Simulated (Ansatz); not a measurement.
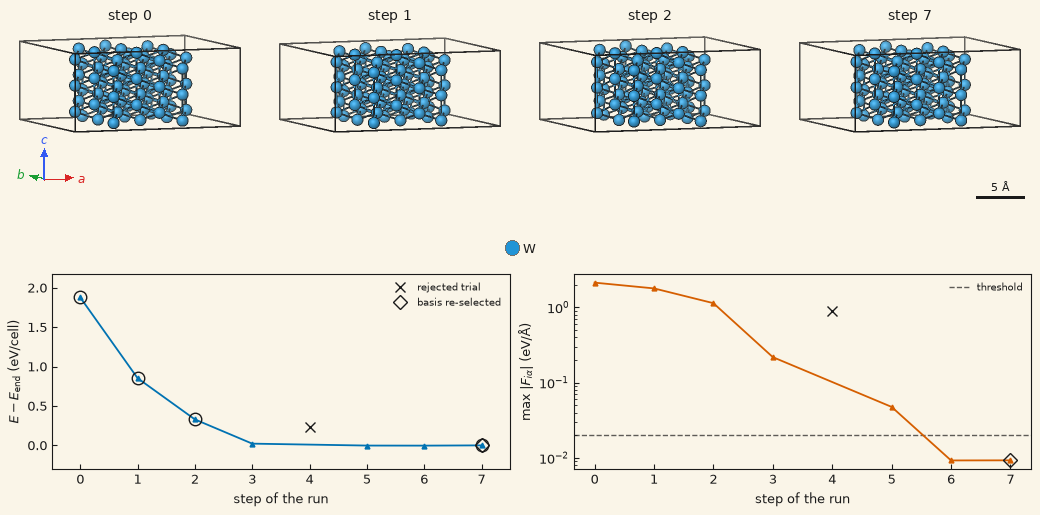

Frames of a relaxation of a wire of composition W, marked on the history of the run. Style: ball-and-stick. Shown: the 3 repeat of the cell, with the vacuum cut short (origin shifted), from a free direction.

Case: wire along [1 1 1], 23 atoms a period.

Computed with DFT PBE, scalar-relativistic, plane waves, PAW in Ansatz 0.2.0. Settings: plane-wave cutoff 420 eV; k-point mesh 1 × 1 × 19; occupations gaussian; smearing width 0.05 eV; no spin polarisation; cell relaxed at fixed a, b, alpha, beta, gamma; force threshold 0.02 eV/Å; at most 45 steps.

**Describe the path.**

The largest move relative to the centre of the atoms is that of a W atom, 0.20 Å. Along the periodic axis the drawn cell goes c 8.271 → 8.100 Å (−2.1 %). Among the contacts that change: W–W 2.757 → 2.563 Å, W–W 3.184 → 3.021 Å, W–W 2.757 → 2.596 Å, W–W 3.184 → 3.049 Å. Among the angles between lasting bonds that change: W–W–W 109.5° → 113.4°, W–W–W 70.5° → 74.4°, W–W–W 180.0° → 176.1°. The energy falls by 1.877 eV per cell of the calculation in 5 accepted moves (7 points after the start). The largest force component goes from 2.1 to 0.0093 eV/Å. The line search rejected the trial step at point 4 of the run. At 1 point the geometry stayed and the basis and grid were re-selected for the new cell (energy shift of 3.2 meV per cell of the calculation at most each time). From step 0 to 1: W atoms move most (0.19 Å), energy −1.024 eV per cell of the calculation. From step 1 to 2: a W atom moves most (0.19 Å), energy −0.524 eV per cell of the calculation. From step 2 to 7: W atoms move most (0.11 Å), energy −0.329 eV per cell of the calculation.

```tsv
step	E − E(0), meV/atom	largest force component, eV/Å	note
0	0.00	2.1344	
1	-44.54	1.7897	
2	-67.30	1.1391	
3	-80.67	0.2187	
4	-71.33	0.8900	rejected
5	-81.73	0.0477	
6	-81.76	0.0093	
7	-81.62	0.0093	same geometry, new basis
```
